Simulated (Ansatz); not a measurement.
# Geometry relaxation, with input and output: Al$_{2}$Cu (part 1 of 2)

Al$_{2}$Cu (6 atoms in the cell), computed with DFT r2SCAN, scalar-relativistic, plane waves, PAW, no spin polarisation (Ansatz 0.2.0).

The structure derives from a Materials Project entry. It belongs to a series of runs on one base structure; here: uniaxial strain along c, a, b and atoms relaxed: -2.0 %.

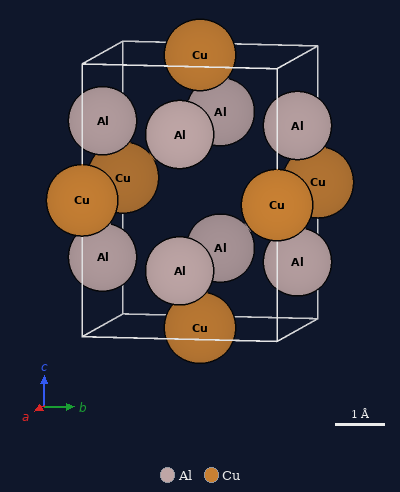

Figure 1. The starting structure (spheres-only view of the cell of the calculation, seen slightly off an axis). An atom can appear more than once, as a periodic image.

## Results in brief

| quantity | value |
| --- | --- |
| outcome | converged |
| space group (tolerance 0.01 Å) | I4/mmm (139) |
| electrons treated | 50 |
| free energy | −15425.3931 eV |
| Fermi energy | 9.420 eV |
| gap on the k-point mesh | none (metallic) |
| pressure | 0.83 GPa |
| final volume | 93.56 Å³ |
| largest force (length of the vector) at the end | under 0.001 eV/Å |
| final cell | a = 4.080 Å, b = 4.080 Å, c = 5.619 Å, α = 90.00°, β = 90.00°, γ = 90.00° |
| hardware | 1 thread of AMD EPYC (Zen 3), 189 GiB of memory available, shared host |
| wall time | 3.9 min |
| peak memory | 0.7 GiB |

## The input
```yaml
crystal:
  lattice:
    - [2.8814088696, 2.8814088696, 0.0]
    - [-2.8814088696, 2.8814088696, 0.0]
    - [0.0, 0.0, 5.6194640641]
  atoms:
    - { symbol: Al, position: [0.5, 0.0, 0.25] }
    - { symbol: Al, position: [0.0, 0.5, 0.25] }
    - { symbol: Al, position: [0.0, 0.5, 0.75] }
    - { symbol: Al, position: [0.5, 0.0, 0.75] }
    - { symbol: Cu, position: [0.0, 0.0, 0.5] }
    - { symbol: Cu, position: [0.5, 0.5, 0.0] }
basis:
  ecutwfc: 500
kpoints:
  mp_grid: { grid: [10, 10, 6] }
hamiltonian:
  xc: r2scan
scf:
  occupations: { method: gaussian, width: 0.1 }
output:
  forces: true
  stress: true
  eigenvalues: true
  write_density: true
  write_potential: true
  elf: true
  volumetric_format: npy
relax:
  adjacent_minimum: "off"
  f_tol: 0.008
  max_steps: 40
  cell: { stress_tol: 0.015, fix: [c, angles] }
```

Command:
```bash
ansatz run input.yaml --threads 1 --pin off --max-ram 2560MiB --backend cpu --events-out ev --progress --plain --runs-dir out
```

## What the program printed
```
Engine: ansatz 0.2.0, x86_64-unknown-linux-gnu
Pseudopotentials: kind: paw
Pseudopotential: Al, paw, valence charge 3, recommended cutoff 500 eV (meta_gga), Al.paw.azcp
Pseudopotential: Cu, paw, valence charge 19, recommended cutoff 500 eV (meta_gga), Cu.paw.azcp
Functional definition: r2SCAN
  parameter k0 = 0.174
  parameter k1 = 0.065
  parameter a1 = 4.9479
  exchange = r2scan_x(k0 = k0, k1 = k1, a1 = a1)
  correlation = r2scan_c
Crystal: 6 atoms, lattice volume = 93.311 Å³
Basis set: ecut = 500 eV, 2421 PW (Γ), exchange–correlation on 120×120×180 points (64 copies of the dense FFT grid, shifted against one another)
Bands: 31, of which v1, the nominal top of the filled ones, is band 25 counted from 1 (24 counted from 0)
Symmetry: 32 space group operations
Space group: I4/mmm (ITA 139), of the structure as read, at distance tolerance 4.5e-5 Å
k-points: 84 of 600
Non-local potential: Al, projectors of the file, l = 0: 2, l = 1: 2, l = 2: 1
Non-local potential: Cu, projectors of the file, l = 0: 3, l = 1: 2, l = 2: 3, l = 3: 1
PAW form: soft (Blöchl's): semilocal exchange-correlation on the pseudo side does not see the compensation charge
PAW frozen core: Al, regenerated for the run's functional (the file was generated under x = pbe(κ = 0.804, μ = 0.2195149727645171), c = pbe(β = 0.06672455060314922))
PAW frozen core: Cu, regenerated for the run's functional (the file was generated under x = pbe(κ = 0.804, μ = 0.2195149727645171), c = pbe(β = 0.06672455060314922))
PAW one-centre angular grid: Al, 302 points (default); XC on 160 Gauss nodes
PAW one-centre angular grid: Cu, 590 points (default); XC on 160 Gauss nodes
Initial density: superposition of atomic densities (neutral atoms: chi_scale 0, normalization atom), corrected by the library's trained network
Initial wavefunctions: pseudopotential atomic-orbital guess
Functional: x = r2scan, c = r2scan; τ floored in thin density (d = 2e-4 eV/Å³)
SCF iter   1: F=—  HF=-15425.384720 eV  |F-HF|=—  |Δ(HF+E_count)|=         —  Δρ=2.27e-2  dr2=3.45e-1  dr2_τ=2.33e-2  ethr=1.77e-3  ⟨swp⟩=7.0  Hψ=12077  notcnv=0  defer=15
preconditioner: auto → Kerker (q_TF=auto, 2.459 Å⁻¹)  [metal: Δε(μ)=0.024 eV  Ē_g=7.927 eV  σ=0.100 eV  W_gap=0.13  n_scr=28 (ndim 8)  ℏωp=22.4 eV  f_vac=0.001  D(μ)=1.30/eV (n_scr^D=6)]
SCF iter   2: F=—  HF=-15425.446588 eV  |F-HF|=—  |Δ(HF+E_count)|=   6.19e-2  Δρ=1.81e-2  dr2=1.53e-1  dr2_τ=1.74e-3  ethr=6.89e-4  ⟨swp⟩=2.1  Hψ=4920  notcnv=0  defer=111
SCF iter   3: F=—  HF=-15425.398501 eV  |F-HF|=—  |Δ(HF+E_count)|=   4.81e-2  Δρ=4.34e-3  dr2=2.31e-2  dr2_τ=5.86e-5  ethr=3.07e-4  ⟨swp⟩=2.0  Hψ=4150  notcnv=0  defer=111
SCF iter   4: F=—  HF=-15425.392617 eV  |F-HF|=—  |Δ(HF+E_count)|=   5.88e-3  Δρ=1.39e-3  dr2=1.17e-3  dr2_τ=1.83e-5  ethr=4.63e-5  ⟨swp⟩=1.5  Hψ=3948  notcnv=0  defer=107
SCF iter   5: F=—  HF=-15425.392828 eV  |F-HF|=—  |Δ(HF+E_count)|=   2.10e-4  Δρ=5.85e-4  dr2=3.38e-4  dr2_τ=1.41e-6  ethr=2.34e-6  ⟨swp⟩=2.0  Hψ=3421  notcnv=0  defer=107
SCF iter   6: F=—  HF=-15425.392795 eV  |F-HF|=—  |Δ(HF+E_count)|=   3.32e-5  Δρ=2.33e-4  dr2=6.78e-5  dr2_τ=2.05e-7  ethr=6.76e-7  ⟨swp⟩=2.0  Hψ=3997  notcnv=0  defer=107
SCF iter   7: F=—  HF=-15425.392792 eV  |F-HF|=—  |Δ(HF+E_count)|=   2.50e-6  Δρ=7.61e-5  dr2=7.71e-6  dr2_τ=2.32e-8  ethr=1.36e-7  ⟨swp⟩=1.9  Hψ=3617  notcnv=0  defer=107
SCF iter   8: F=—  HF=-15425.392792 eV  |F-HF|=—  |Δ(HF+E_count)|=   1.87e-7  Δρ=1.91e-5  dr2=4.94e-7  dr2_τ=1.73e-9  ethr=1.54e-8  ⟨swp⟩=2.3  Hψ=3725  notcnv=0  defer=107
SCF iter   9: F=-15425.392792 eV  HF=-15425.392792 eV  |F-HF|=5.71e-9  |Δ(HF+E_count)|=   8.54e-8  Δρ=2.57e-6  dr2=1.06e-8  dr2_τ=3.47e-11  ethr=2.00e-10  ⟨swp⟩=13.2  Hψ=17275  notcnv=0
SCF 1 converged in 9 iterations: F = -15425.392792 eV  dr2 = 1.06e-8
  greatest PAW one-centre occupation: 1.000 electrons in one spin orbital (limit 2), on the Cu atom at site 5 (counted from 0), in its partial waves of l = 0
relax step   1: F+E_penalty+E_count = -15425.39279210 eV  Δ(F+E_penalty+E_count) = +0.000e0 eV  max|allowed force component| = 1.735e-17 eV/Å  Δτ_max = 0.0000 Å  P = +1.124 GPa  Ω = 93.311 Å³  fix = [c, alpha, beta, gamma]  reactions: c +2.656 GPa  (9 SCF iters, dr2 threshold 1.00e-7 eV, accepted)
Crystal: 6 atoms, lattice volume = 93.503 Å³
Initial density: handed on by an earlier stage of this run
Initial wavefunctions: those handed on with the density
iter 1 solved again at ethr=8.00e-7 eV; its pass at ethr=3.10e-3 eV (dr2=4.00e-4 eV) is discarded
SCF iter   1: F=—  HF=-15425.392934 eV  |F-HF|=—  |Δ(HF+E_count)|=         —  Δρ=7.43e-4  dr2=3.57e-4  dr2_τ=1.09e-4  ethr=8.00e-7  ⟨swp⟩=2.1  Hψ=12411  notcnv=0
preconditioner: auto → Kerker (q_TF=auto, 2.458 Å⁻¹)  [metal: Δε(μ)=0.035 eV  Ē_g=7.742 eV  σ=0.100 eV  W_gap=0.19  n_scr=28 (ndim 8)  ℏωp=22.4 eV  f_vac=0.000  D(μ)=1.24/eV (n_scr^D=6)]
SCF iter   2: F=—  HF=-15425.393093 eV  |F-HF|=—  |Δ(HF+E_count)|=   1.59e-4  Δρ=6.62e-4  dr2=2.03e-4  dr2_τ=2.13e-6  ethr=7.14e-7  ⟨swp⟩=2.0  Hψ=4488  notcnv=0
SCF iter   3: F=—  HF=-15425.393023 eV  |F-HF|=—  |Δ(HF+E_count)|=   7.04e-5  Δρ=8.81e-5  dr2=7.72e-6  dr2_τ=6.00e-8  ethr=4.06e-7  ⟨swp⟩=2.0  Hψ=3672  notcnv=0
SCF iter   4: F=—  HF=-15425.393022 eV  |F-HF|=—  |Δ(HF+E_count)|=   5.06e-7  Δρ=4.71e-5  dr2=9.12e-7  dr2_τ=2.46e-8  ethr=1.54e-8  ⟨swp⟩=2.0  Hψ=3865  notcnv=0
SCF iter   5: F=—  HF=-15425.393023 eV  |F-HF|=—  |Δ(HF+E_count)|=   9.72e-7  Δρ=4.15e-5  dr2=8.04e-7  dr2_τ=1.69e-9  ethr=6.39e-10  ⟨swp⟩=9.1  Hψ=17991  notcnv=0
SCF iter   6: F=-15425.393024 eV  HF=-15425.393024 eV  |F-HF|=6.01e-9  |Δ(HF+E_count)|=   8.27e-8  Δρ=7.42e-6  dr2=4.43e-8  dr2_τ=3.37e-10  ethr=6.39e-10  ⟨swp⟩=6.3  Hψ=16319  notcnv=0
SCF 2 converged in 6 iterations: F = -15425.393024 eV  dr2 = 4.43e-8
relax step   2: F+E_penalty+E_count = -15425.39302355 eV  Δ(F+E_penalty+E_count) = -2.315e-4 eV  max|allowed force component| = 1.041e-17 eV/Å  Δτ_max = 0.0000 Å  P = +0.896 GPa  Ω = 93.503 Å³  energy of the carried Pulay correction = -3.308e-5 eV  fix = [c, alpha, beta, gamma]  reactions: c +2.519 GPa  (6 SCF iters, dr2 threshold 3.19e-7 eV, accepted)
Crystal: 6 atoms, lattice volume = 93.563 Å³
iter 1 solved again at ethr=7.72e-8 eV; its pass at ethr=3.10e-3 eV (dr2=3.86e-5 eV) is discarded
SCF iter   1: F=—  HF=-15425.393019 eV  |F-HF|=—  |Δ(HF+E_count)|=         —  Δρ=2.28e-4  dr2=3.45e-5  dr2_τ=1.06e-5  ethr=7.72e-8  ⟨swp⟩=2.1  Hψ=12419  notcnv=0
preconditioner: auto → Kerker (q_TF=auto, 2.458 Å⁻¹)  [metal: Δε(μ)=0.037 eV  Ē_g=7.735 eV  σ=0.100 eV  W_gap=0.21  n_scr=28 (ndim 8)  ℏωp=22.4 eV  f_vac=0.000  D(μ)=1.24/eV (n_scr^D=6)]
SCF iter   2: F=—  HF=-15425.393041 eV  |F-HF|=—  |Δ(HF+E_count)|=   2.16e-5  Δρ=2.03e-4  dr2=1.89e-5  dr2_τ=1.97e-7  ethr=6.90e-8  ⟨swp⟩=2.0  Hψ=4489  notcnv=0
SCF iter   3: F=—  HF=-15425.393033 eV  |F-HF|=—  |Δ(HF+E_count)|=   7.79e-6  Δρ=3.29e-5  dr2=1.17e-6  dr2_τ=7.32e-9  ethr=3.77e-8  ⟨swp⟩=2.0  Hψ=3729  notcnv=0
SCF iter   4: F=—  HF=-15425.393029 eV  |F-HF|=—  |Δ(HF+E_count)|=   3.71e-6  Δρ=1.59e-5  dr2=1.25e-7  dr2_τ=2.87e-9  ethr=2.34e-9  ⟨swp⟩=2.0  Hψ=3655  notcnv=0
SCF iter   5: F=—  HF=-15425.393029 eV  |F-HF|=—  |Δ(HF+E_count)|=   9.75e-8  Δρ=1.30e-5  dr2=8.41e-8  dr2_τ=2.03e-10  ethr=2.50e-10  ⟨swp⟩=2.1  Hψ=3709  notcnv=0
SCF iter   6: F=-15425.393029 eV  HF=-15425.393029 eV  |F-HF|=7.19e-10  |Δ(HF+E_count)|=   1.09e-8  Δρ=2.24e-6  dr2=5.46e-9  dr2_τ=3.26e-11  ethr=3.61e-11  ⟨swp⟩=5.3  Hψ=14988  notcnv=0
SCF 3 converged in 6 iterations: F = -15425.393029 eV  dr2 = 5.46e-9
relax step   3: F+E_penalty+E_count = -15425.39302927 eV  Δ(F+E_penalty+E_count) = -5.712e-6 eV  max|allowed force component| = 9.830e-18 eV/Å  Δτ_max = 0.0000 Å  P = +0.826 GPa  Ω = 93.563 Å³  energy of the carried Pulay correction = -4.340e-5 eV  fix = [c, alpha, beta, gamma]  reactions: c +2.476 GPa  (6 SCF iters, dr2 threshold 1.81e-8 eV, accepted)
Initial wavefunctions: pseudopotential atomic-orbital guess (no wavefunctions were taken with the density)
iter 1 solved again at ethr=1.59e-7 eV; its pass at ethr=3.10e-3 eV (dr2=7.95e-5 eV) is discarded
SCF iter   1: F=—  HF=-15425.393070 eV  |F-HF|=—  |Δ(HF+E_count)|=         —  Δρ=3.16e-5  dr2=2.34e-8  dr2_τ=3.76e-9  ethr=1.59e-7  ⟨swp⟩=2.9  Hψ=18099  notcnv=0
eigensolver tolerance schedule: the retry pair's looser diagonalisation over-reported the residual by 3395.35 of it (diagonalisation noise at 0.21 of the residual, at the tolerance the schedule requests for it); recorded, not acted on — ethr = c·dr2/N_el stays at c = 1.0e-1
preconditioner: auto → Kerker (q_TF=auto, 2.458 Å⁻¹)  [metal: Δε(μ)=0.037 eV  Ē_g=7.734 eV  σ=0.100 eV  W_gap=0.21  n_scr=28 (ndim 8)  ℏωp=22.4 eV  f_vac=0.000  D(μ)=1.24/eV (n_scr^D=6)]
SCF iter   2: F=—  HF=-15425.393067 eV  |F-HF|=—  |Δ(HF+E_count)|=   2.49e-6  Δρ=1.68e-5  dr2=2.51e-8  dr2_τ=3.44e-8  ethr=4.68e-11  ⟨swp⟩=3.1  Hψ=5465  notcnv=0
SCF iter   3: F=—  HF=-15425.393069 eV  |F-HF|=—  |Δ(HF+E_count)|=   1.94e-6  Δρ=6.16e-6  dr2=9.62e-9  dr2_τ=2.66e-9  ethr=4.68e-11  ⟨swp⟩=2.0  Hψ=4017  notcnv=0
SCF iter   4: F=—  HF=-15425.393069 eV  |F-HF|=—  |Δ(HF+E_count)|=   1.54e-7  Δρ=7.46e-7  dr2=3.51e-10  dr2_τ=4.70e-11  ethr=1.92e-11  ⟨swp⟩=2.1  Hψ=4075  notcnv=0
SCF iter   5: F=—  HF=-15425.393069 eV  |F-HF|=—  |Δ(HF+E_count)|=   1.90e-9  Δρ=7.76e-7  dr2=3.53e-10  dr2_τ=1.46e-11  ethr=1.00e-12  ⟨swp⟩=2.1  Hψ=4078  notcnv=0
SCF iter   6: F=—  HF=-15425.393069 eV  |F-HF|=—  |Δ(HF+E_count)|=  8.31e-10  Δρ=2.61e-7  dr2=3.92e-11  dr2_τ=1.69e-13  ethr=1.00e-12  ⟨swp⟩=2.6  Hψ=4088  notcnv=0
SCF iter   7: F=-15425.393069 eV  HF=-15425.393069 eV  |F-HF|=3.64e-12  |Δ(HF+E_count)|=  7.28e-12  Δρ=5.88e-8  dr2=2.84e-12  dr2_τ=2.70e-13  ethr=1.00e-12  ⟨swp⟩=4.3  Hψ=10654  notcnv=0
SCF 4 converged in 7 iterations: F = -15425.393069 eV  dr2 = 2.84e-12
relax step   4: F+E_penalty+E_count = -15425.39306935 eV  Δ(F+E_penalty+E_count) = -4.008e-5 eV  max|allowed force component| = 1.503e-17 eV/Å  Δτ_max = 0.0000 Å  P = +0.826 GPa  Ω = 93.563 Å³  fix = [c, alpha, beta, gamma]  reactions: c +2.477 GPa  stress off target by 1.10e-3 GPa on what of the cell is left free  SCF on the basis re-selected at this cell (its energy is not comparable with the rows above)  (7 SCF iters)
```

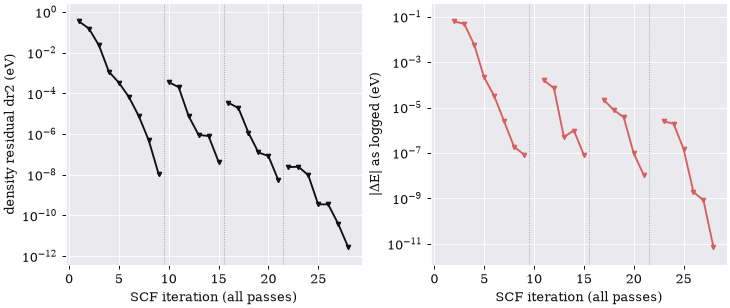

Figure 2. Convergence of the self-consistent field: density residual dr2 and size of the energy change against the SCF iteration. The dotted lines part the SCF passes of the relaxation: geometry steps, rejected trials and re-solves on a re-selected basis. The passes take 9, 6, 6 and 7 iterations.
